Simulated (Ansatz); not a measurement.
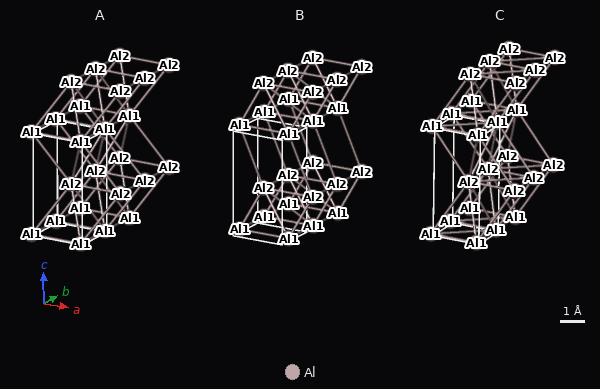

3 geometries from one relaxation of solid Al (set up in P-1), in shuffled order. The picture is a ball-and-stick view of the cell of the calculation, repeated 2 × 3 × 2 with one cell outlined, seen slightly off an axis.

Case: all atoms moved at random, sigma 0.25 Å for each component; relaxed back.

Computed with Ansatz, DFT PBEsol, scalar-relativistic, plane waves, PAW. Settings: plane-wave cutoff 420 eV; k-point mesh 12 × 12 × 8; occupations gaussian; smearing width 0.15 eV; no spin polarisation; cell and atoms relaxed; force threshold 0.01 eV/Å; at most 80 steps.

Order the frames from highest to lowest energy.

B, A, C. They are steps 0, 3, 24, at +970 meV per atom, +35.1 meV per atom relative to the last. The energy falls by 970 meV per atom in 18 accepted moves (24 points after the start). Largest force component: 4.7 eV/Å at the start, 0.0068 eV/Å at the end. Pressure: 20.51 GPa at the start and −0.02 GPa at the end. The line search rejected the trial steps at points 11, 13, 16, 18 of the run. At 2 points the geometry stayed and the basis and grid were re-selected for the new cell (energy shift of 0.8 meV per atom at most each time). The largest moves relative to the cell, 0.54 Å, are those of Al1 and Al2. Al1 goes along [−3 0 −1]. Cell: a 2.782 → 2.833 Å (+1.8 %), b 2.782 → 2.841 Å (+2.1 %), c 4.544 → 4.685 Å (+3.1 %), α 90.0° → 91.2°, β 90.0° → 87.6°, γ 109.5° → 119.9°. Volume −1.5 %. Near-neighbour distances that change, for instance: Al1–Al2 2.038 → 2.912 Å, Al1–Al2 (another image) 3.610 → 2.908 Å, Al1–Al2 (another image) 3.540 → 2.854 Å, Al1–Al1 3.213 → 2.840 Å. The space group (tolerance 0.01 Å) goes from P-1 (No. 2) to C2/c (No. 15).
